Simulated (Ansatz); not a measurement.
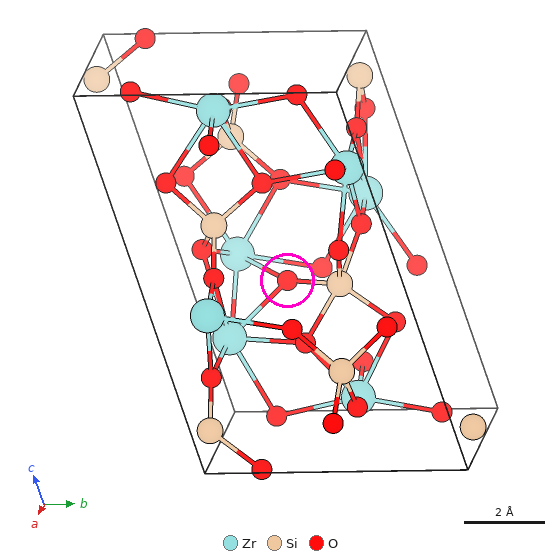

We look at a ball-and-stick model of the crystal from a general direction. Lines trace the edges of the supercell. The host is ZrSiO$_{4}$, in a cell of 36 sites, and the cell carries a charge of -2. A ring marks the defect's site.

Q: How does this supercell depart from the perfect host?

A: An interstitial oxygen atom. It is bonded to two Zr and one Si (about 2.1 to 2.7 Å to Zr, 1.7 Å to Si). Not all metal-metal contacts are counted.

The atoms were relaxed in the host's cell with DFT PBE, scalar-relativistic, plane waves, PAW in Ansatz.
